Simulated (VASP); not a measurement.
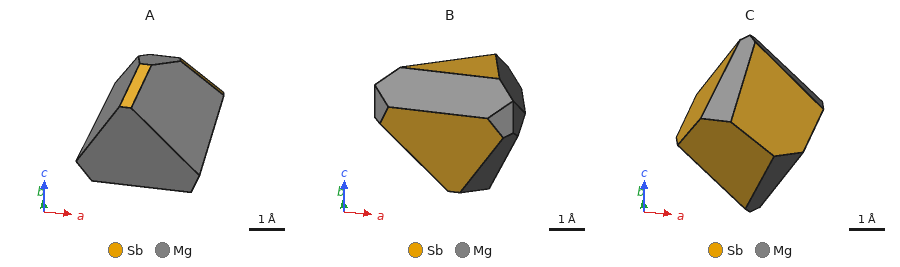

Computed Voronoi cells of the 3 sites of this structure, drawn to one scale and in one orientation; each face has the colour of the neighbour behind it.

Mg3Sb2, space group P-3m1 (No. 164), a = 4.557 Å, b = 4.557 Å, c = 7.177 Å, α = 90.00°, β = 90.00°, γ = 120.00°

| site | Wyckoff | x | y | z |
| --- | --- | --- | --- | --- |
| Sb | 2d | 0.6667 | 0.3333 | 0.2764 |
| Mg1 | 1b | 0.0000 | 0.0000 | 0.5000 |
| Mg2 | 2d | 0.6667 | 0.3333 | 0.8673 |

Source: coordinates from a relaxation with VASP 6.6.1, VASP Kohn-Sham DFT of a periodic cell, PBEsol, VASP PAW PBE potentials, recommended.

### Which cell belongs to which site?

A is Sb (11 faces above 1 % of the solid angle, 23.8 Å³, mostly facing Mg); B is Mg2 (11 faces above 1 % of the solid angle, 27.2 Å³, facing Sb 58 %, Mg 42 %); C is Mg1 (12 faces above 1 % of the solid angle, 27.0 Å³, mostly facing Sb).
